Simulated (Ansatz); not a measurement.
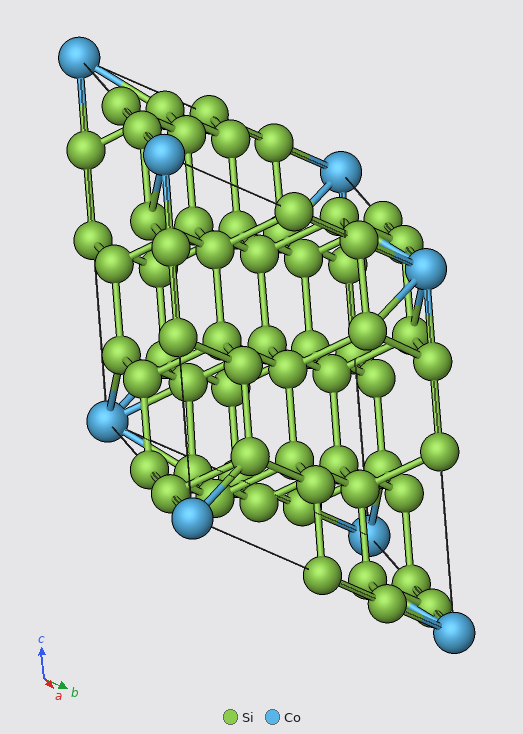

Shown here is a ball-and-stick view of the crystal, taken slightly off an axis. The outline marks the simulation cell. Cell: a = 9.474 Å, b = 9.474 Å, c = 9.474 Å, α = 109.47°, β = 109.47°, γ = 109.47°.

- The stoichiometry is CoSi$_{32}$.
- The cell has 33 atoms, namely 1 Co, 32 Si.
- Co is coordinated by ten Si at about 2.4 to 2.7 Å.
- The bonds build a three-dimensional framework.

Origin of the cell: a structure listed in the Materials Project, repeated into a supercell with a point defect put in. The cell was then strained or its atoms displaced on purpose. The atoms were relaxed in a fixed cell with Ansatz 0.2.0, DFT PBE, scalar-relativistic, plane waves, PAW.
